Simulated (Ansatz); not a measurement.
```xyz
18
Lattice="6.9290 0.0000 0.0000 -3.4645 6.0007 0.0000 0.0000 0.0000 9.1712" Properties=species:S:1:pos:R:3 pbc="T T T"
Be    0.0000    4.0005    1.5286
Be    0.0000    0.0000    4.5856
Be    3.4646    2.0002    7.6426
Se    3.4645    0.0000    0.0000
Se    0.0000    2.0002    3.0570
Se    3.4645    4.0005    6.1142
Se    0.0000    0.0000    1.3926
Se    3.4646    2.0002    4.4496
Se    0.0000    4.0005    7.5066
Se   -1.7323    3.0004    0.0000
Se    1.7323    5.0006    3.0570
Se    1.7322    1.0001    6.1142
Se    1.7323    3.0004    0.0000
Se   -1.7322    5.0006    3.0570
Se    5.1967    1.0001    6.1142
Se    3.4646    2.0002    1.6646
Se    0.0000    4.0005    4.7216
Se    0.0000    0.0000    7.7787
```

Space group R-3m; a structure generated by program, which may or may not match a known phase.

All numbers below come from DFT PBE, scalar-relativistic, plane waves, PAW (Ansatz 0.2.0).

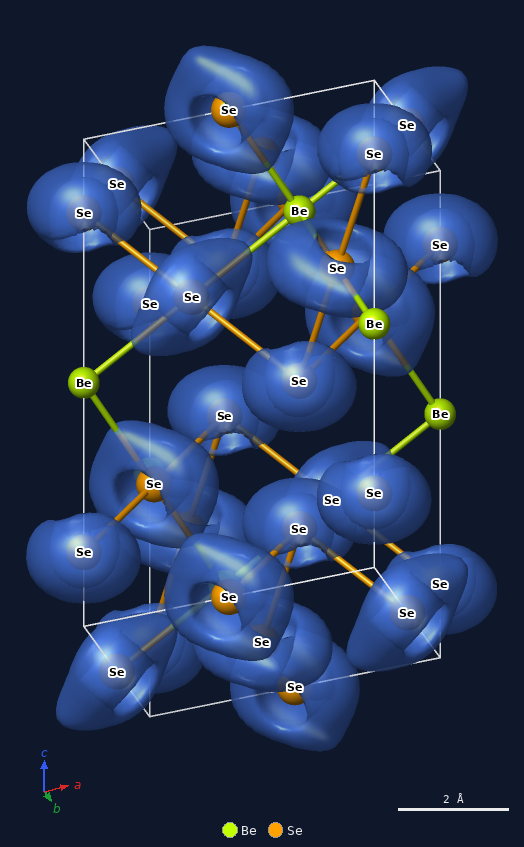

BeSe$_{5}$. Isosurface of the ELF at 0.75 (blue), seen at an oblique angle. Only the valence region is drawn (cores and ρ < 0.01 e/Å³ removed). Sticks mark near contacts.

In a PAW calculation such maps are meaningful between the atoms, not at the nuclei.

**Describe the localisation domains.**

The ELF exceeds this value in 15 regions wrapped around Se (the valence shell of each), counted in one cell of 18 atoms. Any copies at cell faces, edges or corners count once. Profiles from the grid: Be–Se (2.52 Å): the ELF is about 0.80 at the midpoint. Se–Se (2.60 Å): the ELF is about 0.55 at the midpoint.

**Metal or insulator at this level of theory?**

It is metallic or semimetallic at this level of theory: no gap opens.
